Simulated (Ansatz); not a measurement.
Hf₆Si₆O₂₅: geometry relaxation (part 1 of 5)

The run: geometry relaxation of Hf₆Si₆O₂₅ (defect cell, 37 atoms in the cell). Method and program: DFT PBE, scalar-relativistic, plane waves, PAW, no spin polarisation (Ansatz 0.2.0).

The structure derives from a Materials Project entry. It belongs to a series of runs on one base structure; here: O_i, charge +0, atoms relaxed at the host's cell. Figures and captions count atoms from 1; the log counts them from 0 in places.

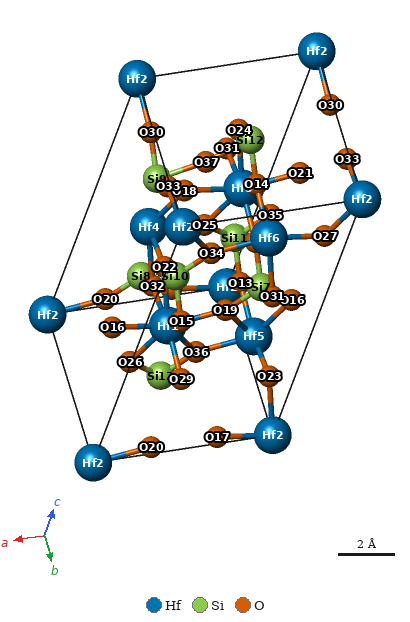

The structure as given in the input (ball-and-stick view of the cell of the calculation, seen at an oblique angle; atoms are numbered from 1 in the order of the input).

**Summary**

| quantity | value |
| --- | --- |
| outcome | converged |
| electrons treated | 330 |
| free energy | −112377.5612 eV |
| Fermi energy | 11.942 eV |
| gap on the k-point mesh | 3.91 eV |
| final volume | 398.38 Å³ |
| largest force (length of the vector) at the end | 0.017 eV/Å |
| hardware | 8 threads of Arm Neoverse V1, 24 GiB of memory available, shared host |
| wall time | 4.7 min (CPU time 37 min) |
| peak memory | 2.9 GiB |

Spin–orbit coupling is left out, which matters for Hf.

**Input**
```yaml
crystal:
  lattice:
    - [-6.6449050321, 0.0, 0.0]
    - [0.0, -6.6449050321, 0.0]
    - [3.3224525161, 3.3224525161, 9.0224221621]
  atoms:
    - { symbol: Hf, position: [0.6666666667, 0.6666666667, 0.3333333333] }
    - { symbol: Hf, position: [1.0, 0.0, 0.0] }
    - { symbol: Hf, position: [0.3333333333, 0.3333333333, 0.6666666667] }
    - { symbol: Hf, position: [0.75, 0.25, 0.5] }
    - { symbol: Hf, position: [0.0833333333, 0.5833333333, 0.1666666667] }
    - { symbol: Hf, position: [0.4166666667, 0.9166666667, 0.8333333333] }
    - { symbol: Si, position: [0.25, 0.75, 0.5] }
    - { symbol: Si, position: [0.5833333333, 0.0833333333, 0.1666666667] }
    - { symbol: Si, position: [0.9223179022, 0.4364703427, 0.8417857741] }
    - { symbol: Si, position: [0.8333333333, 0.8333333333, 0.6666666667] }
    - { symbol: Si, position: [0.1666666667, 0.1666666667, 0.3333333333] }
    - { symbol: Si, position: [0.4991894028, 0.5062418694, 0.0008030015] }
    - { symbol: O, position: [0.1063129741, 0.2905220522, 0.2126259483] }
    - { symbol: O, position: [0.4360822218, 0.6275032751, 0.8800909967] }
    - { symbol: O, position: [0.7729796408, 0.9571887188, 0.5459592816] }
    - { symbol: O, position: [0.0054372294, 0.6896463075, 0.3792926149] }
    - { symbol: O, position: [0.3387705628, 0.0229796408, 0.0459592816] }
    - { symbol: O, position: [0.6799500626, 0.3470712676, 0.7066376309] }
    - { symbol: O, position: [0.3738553855, 0.6896463075, 0.3792926149] }
    - { symbol: O, position: [0.7071887188, 0.0229796408, 0.0459592816] }
    - { symbol: O, position: [0.0405220522, 0.3563129741, 0.7126259483] }
    - { symbol: O, position: [0.7729796408, 0.5887705628, 0.5459592816] }
    - { symbol: O, position: [0.1063129741, 0.9221038961, 0.2126259483] }
    - { symbol: O, position: [0.4396463075, 0.2554372294, 0.8792926149] }
    - { symbol: O, position: [0.4112294372, 0.2270203592, 0.4540407184] }
    - { symbol: O, position: [0.7434342425, 0.5557084505, 0.118373833] }
    - { symbol: O, position: [0.0778961039, 0.8936870259, 0.7873740517] }
    - { symbol: O, position: [0.3103536925, 0.6261446145, 0.6207073851] }
    - { symbol: O, position: [0.6436870259, 0.9594779478, 0.2873740517] }
    - { symbol: O, position: [0.9770203592, 0.2928112812, 0.9540407184] }
    - { symbol: O, position: [0.3103536925, 0.9945627706, 0.6207073851] }
    - { symbol: O, position: [0.6436870259, 0.3278961039, 0.2873740517] }
    - { symbol: O, position: [0.9762383571, 0.6581003864, 0.9540026674] }
    - { symbol: O, position: [0.7094779478, 0.8936870259, 0.7873740517] }
    - { symbol: O, position: [0.0428112812, 0.2270203592, 0.4540407184] }
    - { symbol: O, position: [0.3761446145, 0.5603536925, 0.1207073851] }
    - { symbol: O, position: [0.7020639842, 0.488701244, 0.9199020494] }
  host:
    lattice:
      - [-3.3224525161, 3.3224525161, 3.007474054]
      - [3.3224525161, -3.3224525161, 3.007474054]
      - [3.3224525161, 3.3224525161, -3.007474054]
    atoms:
      - { symbol: Hf, position: [0.0, 0.0, 0.0] }
      - { symbol: Hf, position: [0.75, 0.25, 0.5] }
      - { symbol: Si, position: [0.25, 0.75, 0.5] }
      - { symbol: Si, position: [0.5, 0.5, 0.0] }
      - { symbol: O, position: [0.1347298444, 0.3189389224, 0.815790922] }
      - { symbol: O, position: [0.0689389224, 0.7531480004, 0.684209078] }
      - { symbol: O, position: [0.0689389224, 0.3847298444, 0.315790922] }
      - { symbol: O, position: [0.5031480004, 0.3189389224, 0.184209078] }
      - { symbol: O, position: [0.6810610776, 0.4968519996, 0.815790922] }
      - { symbol: O, position: [0.6152701556, 0.9310610776, 0.684209078] }
      - { symbol: O, position: [0.2468519996, 0.9310610776, 0.315790922] }
      - { symbol: O, position: [0.6810610776, 0.8652701556, 0.184209078] }
basis:
  ecutwfc: 420
  xc_grid: 2
kpoints:
  mp_grid: { grid: [2, 2, 2], shift: [0.0, 0.0, 0.0] }
hamiltonian:
  xc: pbe
scf:
  occupations: { method: gaussian, width: 0.02 }
output:
  forces: true
  stress: false
  eigenvalues: true
  charged_corrections:
    defect_position: [0.70833333, 0.5, 0.91666667]
    epsilon: [[12.6894, 0.0, 0.0], [0.0, 12.6894, 0.0], [0.0, 0.0, 12.4844]]
  write_density: true
  write_potential: true
  elf: true
  volumetric_format: npy
relax:
  adjacent_minimum: "off"
  f_tol: 0.03
  max_steps: 40
```

Command:
```bash
ansatz run input.yaml --threads 8 --pin off --max-ram 16384MiB --backend cpu --events-out ev --progress --plain --runs-dir out
```

**Log**
```
Engine: ansatz 0.2.0, aarch64-unknown-linux-gnu
Pseudopotentials: kind: paw
Pseudopotential: Hf, paw, valence charge 26, recommended cutoff 420 eV (normal), Hf.paw.azcp
Pseudopotential: Si, paw, valence charge 4, recommended cutoff 420 eV (normal), Si.paw.azcp
Pseudopotential: O, paw, valence charge 6, recommended cutoff 420 eV (normal), O.paw.azcp
Functional definition: PBE
  parameter kappa = 0.804
  parameter beta = 0.06672455060314922
  exchange = pbe_x(kappa = kappa, mu = beta*pi^2/3)
  correlation = pbe_c(beta = beta)
Crystal: 37 atoms, lattice volume = 398.383 Å³
Basis set: ecut = 420 eV, 7671 PW (Γ), exchange–correlation on 90×90×144 points (8 copies of the dense FFT grid, shifted against one another)
Bands: 202, of which v1, the nominal top of the filled ones, is band 165 counted from 1 (164 counted from 0)
Symmetry: 1 space group operations
Space group: P1 (ITA 1), of the structure as read, at distance tolerance 7.4e-5 Å
k-points: 8
Non-local potential: Hf, projectors of the file, l = 0: 3, l = 1: 2, l = 2: 2, l = 3: 3
Non-local potential: Si, projectors of the file, l = 0: 2, l = 1: 2, l = 2: 2
Non-local potential: O, projectors of the file, l = 0: 2, l = 1: 2, l = 2: 1
PAW form: soft (Blöchl's): semilocal exchange-correlation on the pseudo side does not see the compensation charge
PAW one-centre angular grid: Hf, 590 points (default); XC on 64 Gauss nodes
PAW one-centre angular grid: Si, 110 points (default); XC on 64 Gauss nodes
PAW one-centre angular grid: O, 110 points (default); XC on 64 Gauss nodes
Initial density: superposition of atomic densities (neutral atoms: chi_scale 0, normalization atom), corrected by the library's trained network
Initial wavefunctions: pseudopotential atomic-orbital guess
Functional: x = pbe(κ = 0.804, μ = 0.2195149727645171), c = pbe(β = 0.06672455060314922)
SCF iter   1: F=—  HF=-112372.948056 eV  |F-HF|=—  |Δ(HF+E_count)|=         —  Δρ=1.99e-2  dr2=1.33e0  ethr=1.77e-3  ⟨swp⟩=6.0  Hψ=6122  notcnv=0  defer=141
preconditioner: auto → Resta (q_TF=auto, 2.644 Å⁻¹)  ε∞=4.7  [insulator: Δε(μ)=0.269 eV  Ē_g=17.307 eV  σ=0.020 eV  W_gap=1.00  n_scr=118 (ndim 8)  ℏωp=33.2 eV  f_vac=0.052  D(μ)=0.00/eV (n_scr^D=0)  ε∞_Penn≈4.7]
SCF iter   2: F=—  HF=-112372.709313 eV  |F-HF|=—  |Δ(HF+E_count)|=   2.39e-1  Δρ=1.47e-2  dr2=4.99e-1  ethr=4.03e-4  ⟨swp⟩=3.0  Hψ=3052  notcnv=0  defer=244
preconditioner: auto → LDOS  [metal: Δε(μ)=0.008 eV  Ē_g=17.302 eV  σ=0.020 eV  W_gap=0.22  n_scr=118 (ndim 8)  ℏωp=33.2 eV  f_vac=0.053  D(μ)=24.09/eV (n_scr^D=252)  β→1.0]
SCF iter   3: F=—  HF=-112372.690263 eV  |F-HF|=—  |Δ(HF+E_count)|=   1.91e-2  Δρ=1.47e-2  dr2=3.23e-1  ethr=1.51e-4  ⟨swp⟩=2.0  Hψ=2920  notcnv=0  defer=244
SCF iter   4: F=—  HF=-112372.660156 eV  |F-HF|=—  |Δ(HF+E_count)|=   3.01e-2  Δρ=6.64e-3  dr2=7.62e-2  ethr=9.79e-5  ⟨swp⟩=2.0  Hψ=1440  notcnv=0  defer=244
SCF iter   5: F=—  HF=-112372.657873 eV  |F-HF|=—  |Δ(HF+E_count)|=   2.28e-3  Δρ=7.01e-3  dr2=8.28e-2  ethr=2.31e-5  ⟨swp⟩=2.1  Hψ=2492  notcnv=0  defer=240
SCF iter   6: F=—  HF=-112372.655400 eV  |F-HF|=—  |Δ(HF+E_count)|=   2.47e-3  Δρ=4.53e-3  dr2=3.96e-2  ethr=2.31e-5  ⟨swp⟩=1.0  Hψ=1376  notcnv=0  defer=240
SCF iter   7: F=—  HF=-112372.654051 eV  |F-HF|=—  |Δ(HF+E_count)|=   1.35e-3  Δρ=1.53e-3  dr2=6.71e-3  ethr=1.20e-5  ⟨swp⟩=1.0  Hψ=1376  notcnv=0  defer=240
SCF iter   8: F=—  HF=-112372.653437 eV  |F-HF|=—  |Δ(HF+E_count)|=   6.13e-4  Δρ=7.44e-4  dr2=2.26e-3  ethr=2.03e-6  ⟨swp⟩=1.1  Hψ=1439  notcnv=0  defer=240
SCF iter   9: F=—  HF=-112372.653298 eV  |F-HF|=—  |Δ(HF+E_count)|=   1.39e-4  Δρ=7.18e-4  dr2=1.56e-3  ethr=6.85e-7  ⟨swp⟩=1.9  Hψ=1768  notcnv=0  defer=240
SCF iter  10: F=—  HF=-112372.653206 eV  |F-HF|=—  |Δ(HF+E_count)|=   9.21e-5  Δρ=5.39e-4  dr2=6.91e-4  ethr=4.72e-7  ⟨swp⟩=1.6  Hψ=1444  notcnv=0  defer=240
SCF iter  11: F=—  HF=-112372.653173 eV  |F-HF|=—  |Δ(HF+E_count)|=   3.33e-5  Δρ=2.43e-4  dr2=2.21e-4  ethr=2.09e-7  ⟨swp⟩=2.0  Hψ=1393  notcnv=0  defer=240
SCF iter  12: F=—  HF=-112372.653164 eV  |F-HF|=—  |Δ(HF+E_count)|=   8.77e-6  Δρ=2.00e-4  dr2=1.48e-4  ethr=6.69e-8  ⟨swp⟩=2.0  Hψ=1663  notcnv=0  defer=240
SCF iter  13: F=—  HF=-112372.653154 eV  |F-HF|=—  |Δ(HF+E_count)|=   9.90e-6  Δρ=1.87e-4  dr2=1.18e-4  ethr=4.49e-8  ⟨swp⟩=2.0  Hψ=1394  notcnv=0  defer=240
SCF iter  14: F=—  HF=-112372.653150 eV  |F-HF|=—  |Δ(HF+E_count)|=   4.72e-6  Δρ=1.26e-4  dr2=6.63e-5  ethr=3.57e-8  ⟨swp⟩=2.0  Hψ=1393  notcnv=0  defer=240
SCF iter  15: F=—  HF=-112372.653147 eV  |F-HF|=—  |Δ(HF+E_count)|=   3.18e-6  Δρ=1.53e-4  dr2=6.94e-5  ethr=2.01e-8  ⟨swp⟩=2.0  Hψ=1394  notcnv=0  defer=240
SCF iter  16: F=-112372.653133 eV  HF=-112372.653142 eV  |F-HF|=8.50e-6  |Δ(HF+E_count)|=   5.01e-6  Δρ=5.99e-5  dr2=1.23e-5  ethr=6.82e-9  ⟨swp⟩=15.1  Hψ=13605  notcnv=0
SCF 1 converged in 16 iterations: F = -112372.653133 eV  dr2 = 1.23e-5
  greatest PAW one-centre occupation: 0.999 electrons in one spin orbital (limit 2), on the Hf atom at site 3 (counted from 0), in its partial waves of l = 0
relax step   1: F+E_penalty+E_count = -112372.65313306 eV  Δ(F+E_penalty+E_count) = +0.000e0 eV  max|allowed force component| = 6.981e0 eV/Å  Δτ_max = 0.0000 Å  (16 SCF iters, dr2 threshold 2.25e-5 eV, accepted)
Initial density: handed on by an earlier stage of this run
Initial wavefunctions: those handed on with the density
iter 1 solved again at ethr=2.96e-4 eV; its pass at ethr=3.10e-3 eV (dr2=9.78e-1 eV) is discarded
SCF iter   1: F=—  HF=-112374.881242 eV  |F-HF|=—  |Δ(HF+E_count)|=         —  Δρ=1.97e-2  dr2=9.73e-1  ethr=2.96e-4  ⟨swp⟩=1.2  Hψ=5499  notcnv=0  defer=227
preconditioner: auto → Resta (q_TF=auto, 2.644 Å⁻¹)  ε∞=4.7  [insulator: Δε(μ)=0.409 eV  Ē_g=17.320 eV  σ=0.020 eV  W_gap=1.00  n_scr=118 (ndim 8)  ℏωp=33.2 eV  f_vac=0.052  D(μ)=0.00/eV (n_scr^D=0)  ε∞_Penn≈4.7]
SCF iter   2: F=—  HF=-112374.726106 eV  |F-HF|=—  |Δ(HF+E_count)|=   1.55e-1  Δρ=1.18e-2  dr2=3.10e-1  ethr=2.95e-4  ⟨swp⟩=2.8  Hψ=2689  notcnv=0  defer=227
preconditioner: auto → LDOS  [insulator: Δε(μ)=0.063 eV  Ē_g=17.311 eV  σ=0.020 eV  W_gap=0.97  n_scr=118 (ndim 8)  ℏωp=33.2 eV  f_vac=0.052  D(μ)=1.47/eV (n_scr^D=2)  ε∞_Penn≈4.7  β→1.0]
SCF iter   3: F=—  HF=-112374.700249 eV  |F-HF|=—  |Δ(HF+E_count)|=   2.59e-2  Δρ=8.35e-3  dr2=1.08e-1  ethr=9.41e-5  ⟨swp⟩=3.0  Hψ=2981  notcnv=0  defer=244
SCF iter   4: F=—  HF=-112374.686515 eV  |F-HF|=—  |Δ(HF+E_count)|=   1.37e-2  Δρ=2.31e-3  dr2=1.11e-2  ethr=3.28e-5  ⟨swp⟩=2.1  Hψ=2734  notcnv=0  defer=246
SCF iter   5: F=—  HF=-112374.684895 eV  |F-HF|=—  |Δ(HF+E_count)|=   1.62e-3  Δρ=9.32e-4  dr2=2.71e-3  ethr=3.38e-6  ⟨swp⟩=2.0  Hψ=2533  notcnv=0  defer=246
SCF iter   6: F=—  HF=-112374.684707 eV  |F-HF|=—  |Δ(HF+E_count)|=   1.88e-4  Δρ=5.16e-4  dr2=1.11e-3  ethr=8.21e-7  ⟨swp⟩=2.0  Hψ=2604  notcnv=0  defer=246
SCF iter   7: F=—  HF=-112374.684642 eV  |F-HF|=—  |Δ(HF+E_count)|=   6.43e-5  Δρ=3.97e-4  dr2=6.34e-4  ethr=3.38e-7  ⟨swp⟩=2.0  Hψ=1955  notcnv=0  defer=246
SCF iter   8: F=—  HF=-112374.684589 eV  |F-HF|=—  |Δ(HF+E_count)|=   5.30e-5  Δρ=3.64e-4  dr2=3.98e-4  ethr=1.92e-7  ⟨swp⟩=2.0  Hψ=2306  notcnv=0  defer=246
SCF iter   9: F=—  HF=-112374.684535 eV  |F-HF|=—  |Δ(HF+E_count)|=   5.40e-5  Δρ=1.10e-4  dr2=5.09e-5  ethr=3.03e-8  ⟨swp⟩=15.5  Hψ=15472  notcnv=0
SCF iter  10: F=-112374.684523 eV  HF=-112374.684535 eV  |F-HF|=1.19e-5  |Δ(HF+E_count)|=   7.30e-7  Δρ=6.63e-5  dr2=1.57e-5  ethr=1.54e-8  ⟨swp⟩=12.0  Hψ=14403  notcnv=0
SCF 2 converged in 10 iterations: F = -112374.684523 eV  dr2 = 1.57e-5
relax step   2: F+E_penalty+E_count = -112374.68452276 eV  Δ(F+E_penalty+E_count) = -2.031e0 eV  max|allowed force component| = 2.894e0 eV/Å  Δτ_max = 0.1953 Å  (10 SCF iters, dr2 threshold 1.00e-4 eV, accepted)
[... from here on the SCF iterations and repeated set-up lines of each step are left out, up to the last step ...]
SCF 3 converged in 8 iterations: F = -112375.560497 eV  dr2 = 2.64e-6
relax step   3: F+E_penalty+E_count = -112375.56049679 eV  Δ(F+E_penalty+E_count) = -8.760e-1 eV  max|allowed force component| = 1.765e0 eV/Å  Δτ_max = 0.2000 Å  (8 SCF iters, dr2 threshold 1.00e-4 eV, accepted)
SCF 4 converged in 6 iterations: F = -112375.677767 eV  dr2 = 1.45e-5
relax step   4: F+E_penalty+E_count = -112375.67776716 eV  Δ(F+E_penalty+E_count) = -1.173e-1 eV  max|allowed force component| = 1.294e0 eV/Å  Δτ_max = 0.0597 Å  (6 SCF iters, dr2 threshold 1.00e-4 eV, accepted)
SCF 5 converged in 7 iterations: F = -112375.779985 eV  dr2 = 1.42e-5
relax step   5: F+E_penalty+E_count = -112375.77998478 eV  Δ(F+E_penalty+E_count) = -1.022e-1 eV  max|allowed force component| = 1.344e0 eV/Å  Δτ_max = 0.2000 Å  (7 SCF iters, dr2 threshold 1.00e-4 eV, accepted)
SCF 6 converged in 6 iterations: F = -112375.891207 eV  dr2 = 1.08e-5
relax step   6: F+E_penalty+E_count = -112375.89120651 eV  Δ(F+E_penalty+E_count) = -1.112e-1 eV  max|allowed force component| = 9.716e-1 eV/Å  Δτ_max = 0.0626 Å  (6 SCF iters, dr2 threshold 1.00e-4 eV, accepted)
SCF 7 converged in 6 iterations: F = -112375.987966 eV  dr2 = 9.82e-6
relax step   7: F+E_penalty+E_count = -112375.98796621 eV  Δ(F+E_penalty+E_count) = -9.676e-2 eV  max|allowed force component| = 1.299e0 eV/Å  Δτ_max = 0.0727 Å  (6 SCF iters, dr2 threshold 1.00e-4 eV, accepted)
SCF 8 converged in 6 iterations: F = -112376.371122 eV  dr2 = 2.95e-5
relax step   8: F+E_penalty+E_count = -112376.37112193 eV  Δ(F+E_penalty+E_count) = -3.832e-1 eV  max|allowed force component| = 1.212e0 eV/Å  Δτ_max = 0.2000 Å  (6 SCF iters, dr2 threshold 1.00e-4 eV, accepted)
SCF 9 converged in 6 iterations: F = -112376.447925 eV  dr2 = 1.73e-5
relax step   9: F+E_penalty+E_count = -112376.44792465 eV  Δ(F+E_penalty+E_count) = -7.680e-2 eV  max|allowed force component| = 2.609e0 eV/Å  Δτ_max = 0.1948 Å  (6 SCF iters, dr2 threshold 1.00e-4 eV, accepted)
SCF 10 converged in 7 iterations: F = -112376.798554 eV  dr2 = 5.91e-6
relax step  10: F+E_penalty+E_count = -112376.79855356 eV  Δ(F+E_penalty+E_count) = -3.506e-1 eV  max|allowed force component| = 1.283e0 eV/Å  Δτ_max = 0.1929 Å  (7 SCF iters, dr2 threshold 1.00e-4 eV, accepted)
SCF 11 converged in 7 iterations: F = -112376.631860 eV  dr2 = 4.37e-6
relax step  11: F+E_penalty+E_count = -112376.63186013 eV  Δ(F+E_penalty+E_count) = +1.667e-1 eV  max|allowed force component| = 1.835e0 eV/Å  Δτ_max = 0.1508 Å  (7 SCF iters, dr2 threshold 1.00e-4 eV, rejected (line search))
SCF 12 converged in 9 iterations: F = -112376.945204 eV  dr2 = 9.11e-8
relax step  12: F+E_penalty+E_count = -112376.94520382 eV  Δ(F+E_penalty+E_count) = -1.467e-1 eV  max|allowed force component| = 4.403e-1 eV/Å  Δτ_max = 0.0754 Å  (9 SCF iters, accepted)
SCF 13 converged in 6 iterations: F = -112376.992254 eV  dr2 = 8.84e-6
relax step  13: F+E_penalty+E_count = -112376.99225383 eV  Δ(F+E_penalty+E_count) = -4.705e-2 eV  max|allowed force component| = 3.124e-1 eV/Å  Δτ_max = 0.1000 Å  (6 SCF iters, dr2 threshold 2.28e-5 eV, accepted)
SCF 14 converged in 6 iterations: F = -112377.045321 eV  dr2 = 1.01e-5
relax step  14: F+E_penalty+E_count = -112377.04532104 eV  Δ(F+E_penalty+E_count) = -5.307e-2 eV  max|allowed force component| = 3.745e-1 eV/Å  Δτ_max = 0.1442 Å  (6 SCF iters, dr2 threshold 1.15e-5 eV, accepted)
SCF 15 converged in 6 iterations: F = -112377.108381 eV  dr2 = 1.48e-5
relax step  15: F+E_penalty+E_count = -112377.10838131 eV  Δ(F+E_penalty+E_count) = -6.306e-2 eV  max|allowed force component| = 1.185e0 eV/Å  Δτ_max = 0.1951 Å  (6 SCF iters, dr2 threshold 7.06e-5 eV, accepted)
SCF 16 converged in 7 iterations: F = -112377.254020 eV  dr2 = 2.54e-6
relax step  16: F+E_penalty+E_count = -112377.25402005 eV  Δ(F+E_penalty+E_count) = -1.456e-1 eV  max|allowed force component| = 4.268e-1 eV/Å  Δτ_max = 0.2000 Å  (7 SCF iters, dr2 threshold 1.00e-4 eV, accepted)
SCF 17 converged in 6 iterations: F = -112377.326417 eV  dr2 = 2.36e-5
relax step  17: F+E_penalty+E_count = -112377.32641682 eV  Δ(F+E_penalty+E_count) = -7.240e-2 eV  max|allowed force component| = 4.996e-1 eV/Å  Δτ_max = 0.1949 Å  (6 SCF iters, dr2 threshold 2.36e-5 eV, accepted)
SCF 18 converged in 7 iterations: F = -112377.446129 eV  dr2 = 7.88e-6
relax step  18: F+E_penalty+E_count = -112377.44612905 eV  Δ(F+E_penalty+E_count) = -1.197e-1 eV  max|allowed force component| = 6.832e-1 eV/Å  Δτ_max = 0.2000 Å  (7 SCF iters, dr2 threshold 3.24e-5 eV, accepted)
SCF 19 converged in 6 iterations: F = -112377.484934 eV  dr2 = 2.48e-5
relax step  19: F+E_penalty+E_count = -112377.48493433 eV  Δ(F+E_penalty+E_count) = -3.881e-2 eV  max|allowed force component| = 6.928e-1 eV/Å  Δτ_max = 0.1292 Å  (6 SCF iters, dr2 threshold 1.00e-4 eV, accepted)
SCF 20 converged in 6 iterations: F = -112377.536121 eV  dr2 = 1.67e-5
relax step  20: F+E_penalty+E_count = -112377.53612123 eV  Δ(F+E_penalty+E_count) = -5.119e-2 eV  max|allowed force component| = 5.910e-1 eV/Å  Δτ_max = 0.1033 Å  (6 SCF iters, dr2 threshold 1.00e-4 eV, accepted)
SCF 21 converged in 5 iterations: F = -112377.547332 eV  dr2 = 2.68e-5
relax step  21: F+E_penalty+E_count = -112377.54733233 eV  Δ(F+E_penalty+E_count) = -1.121e-2 eV  max|allowed force component| = 2.718e-1 eV/Å  Δτ_max = 0.0288 Å  (5 SCF iters, dr2 threshold 1.00e-4 eV, accepted)
SCF 22 converged in 6 iterations: F = -112377.543280 eV  dr2 = 1.01e-5
relax step  22: F+E_penalty+E_count = -112377.54327987 eV  Δ(F+E_penalty+E_count) = +4.052e-3 eV  max|allowed force component| = 4.663e-1 eV/Å  Δτ_max = 0.0783 Å  (6 SCF iters, dr2 threshold 1.56e-5 eV, rejected (line search))
SCF 23 converged in 8 iterations: F = -112377.559628 eV  dr2 = 7.05e-8
relax step  23: F+E_penalty+E_count = -112377.55962815 eV  Δ(F+E_penalty+E_count) = -1.230e-2 eV  max|allowed force component| = 7.257e-2 eV/Å  Δτ_max = 0.0337 Å  (8 SCF iters, accepted)
SCF 24 converged in 7 iterations: F = -112377.560738 eV  dr2 = 6.60e-8
relax step  24: F+E_penalty+E_count = -112377.56073780 eV  Δ(F+E_penalty+E_count) = -1.110e-3 eV  max|allowed force component| = 3.083e-2 eV/Å  Δτ_max = 0.0135 Å  (7 SCF iters, accepted)
SCF 25 converged in 7 iterations: F = -112377.560801 eV  dr2 = 2.93e-8
relax step  25: F+E_penalty+E_count = -112377.56080117 eV  Δ(F+E_penalty+E_count) = -6.337e-5 eV  max|allowed force component| = 3.828e-2 eV/Å  Δτ_max = 0.0177 Å  (7 SCF iters, accepted)
SCF iter   1: F=—  HF=-112377.561406 eV  |F-HF|=—  |Δ(HF+E_count)|=         —  Δρ=1.16e-3  dr2=1.55e-3  ethr=5.46e-6  ⟨swp⟩=2.8  Hψ=3116  notcnv=0  defer=242
preconditioner: auto → Resta (q_TF=auto, 2.644 Å⁻¹)  ε∞=4.6  [insulator: Δε(μ)=3.907 eV  Ē_g=17.422 eV  σ=0.020 eV  W_gap=1.00  n_scr=118 (ndim 8)  ℏωp=33.2 eV  f_vac=0.046  D(μ)=0.00/eV (n_scr^D=0)  ε∞_Penn≈4.6]
SCF iter   2: F=—  HF=-112377.561197 eV  |F-HF|=—  |Δ(HF+E_count)|=   2.09e-4  Δρ=5.79e-4  dr2=3.43e-4  ethr=4.71e-7  ⟨swp⟩=2.0  Hψ=3004  notcnv=0  defer=242
SCF iter   3: F=—  HF=-112377.561189 eV  |F-HF|=—  |Δ(HF+E_count)|=   7.55e-6  Δρ=2.35e-4  dr2=1.49e-4  ethr=1.04e-7  ⟨swp⟩=2.0  Hψ=2646  notcnv=0  defer=242
SCF iter   4: F=—  HF=-112377.561178 eV  |F-HF|=—  |Δ(HF+E_count)|=   1.15e-5  Δρ=4.80e-5  dr2=4.92e-6  ethr=4.51e-8  ⟨swp⟩=2.0  Hψ=2502  notcnv=0  defer=242
SCF iter   5: F=—  HF=-112377.561179 eV  |F-HF|=—  |Δ(HF+E_count)|=   9.34e-7  Δρ=1.49e-5  dr2=6.08e-7  ethr=1.49e-9  ⟨swp⟩=2.0  Hψ=2694  notcnv=0  defer=242
SCF iter   6: F=-112377.561179 eV  HF=-112377.561179 eV  |F-HF|=2.45e-8  |Δ(HF+E_count)|=   1.31e-8  Δρ=5.82e-6  dr2=8.85e-8  ethr=3.03e-11  ⟨swp⟩=13.0  Hψ=11858  notcnv=0
SCF 26 converged in 6 iterations: F = -112377.561179 eV  dr2 = 8.85e-8
relax step  26: F+E_penalty+E_count = -112377.56117893 eV  Δ(F+E_penalty+E_count) = -3.778e-4 eV  max|allowed force component| = 1.525e-2 eV/Å  Δτ_max = 0.0091 Å  (6 SCF iters, accepted)
```
